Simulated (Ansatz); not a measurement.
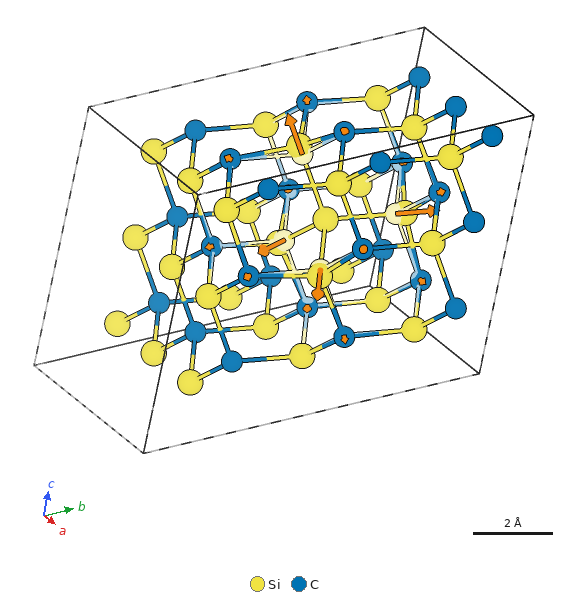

A relaxation of a defect cell of composition Si$_{14}$C$_{13}$. The starting structure is drawn faded, the final one solid; orange arrows show the displacements, magnified 5 times.

A ball-and-stick model of the cell of the calculation (origin shifted), seen slightly off an axis.

The calculation used DFT, PBE, plane-wave PAW, default files, scalar-relativistic in Ansatz. Settings: plane-wave cutoff 420 eV; k-point mesh 3 × 3 × 3; occupations fermi dirac; smearing width 0.01 eV; no spin polarisation; atoms relaxed in a fixed cell; force threshold 0.03 eV/Å; at most 40 steps.

What did the optimiser do to the structure, and how much energy did it gain?

Answer. Over 3 accepted moves (4 points after the start) the energy falls by 4.629 eV per cell of the calculation. Largest force component: 6.1 eV/Å at the start, 0.021 eV/Å at the end. 1 step only repeated the SCF at the same geometry. The largest moves, 0.24 Å, are those of Si atoms. By element the largest moves are Si 0.24 Å, C 0.05 Å. The lattice vectors keep their values. Near-neighbour distances that change, for instance: Si–Si 3.082 → 3.475 Å, Si–Si 1.887 → 2.128 Å, C–Si 1.887 → 1.847 Å. Bond angles that change, for instance: Si–C–Si 109.5° → 102.2°, Si–Si–C 109.5° → 103.2°, C–Si–C 109.5° → 114.9°.
